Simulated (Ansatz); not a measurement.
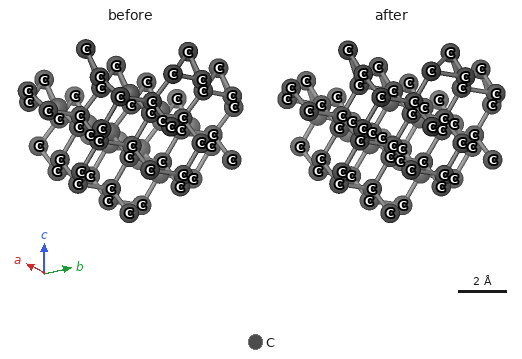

The structure of a slab of composition C (cut from the Fd-3m phase) before (left) and after (right) a constrained relaxation, at one scale.

A ball-and-stick model of the atoms within 5.0 Å of the atom that moves most (axes of the 3 × 2 repeat of the cell, outlined in the plane, without the vacuum), seen from a free direction.

Case: C put at a bridge C-C site. The slab is the (1 1 0) face of C with C on it. 6 atoms are held fixed.

Theory: Ansatz, DFT PBEsol, scalar-relativistic, plane waves, PAW. (plane-wave cutoff 420 eV; k-point mesh 11 × 8 × 1; occupations gaussian; smearing width 0.05 eV; collinear spin; dipole correction; atoms relaxed in a fixed cell; force threshold 0.03 eV/Å; at most 70 steps)

**Describe what moved and what it gained.**

The atom that moves furthest is a C atom (0.20 Å at 44° to the normal (+c side)). The cell doesn't change. Some distances before and after: C–C 1.428 → 1.572 Å, C–C 1.866 → 1.727 Å, C–C 1.538 → 1.426 Å, C–C 1.588 → 1.553 Å. Among the angles between lasting bonds that change: C–C–C 123.3° → 106.1°, C–C–C 161.9° → 174.5°, C–C–C 100.0° → 109.2°. Over 7 accepted moves (8 points after the start) the energy falls by 0.901 eV per cell of the calculation. Largest force component: 5.6 eV/Å at the start, 0.0071 eV/Å at the end. The line search rejected the trial step at point 4 of the run. The program noted that the starting moments weren't kept.

Limits of the set-up: the periodic images lie only 2.5 Å apart, so the values are limited by the cell's size.
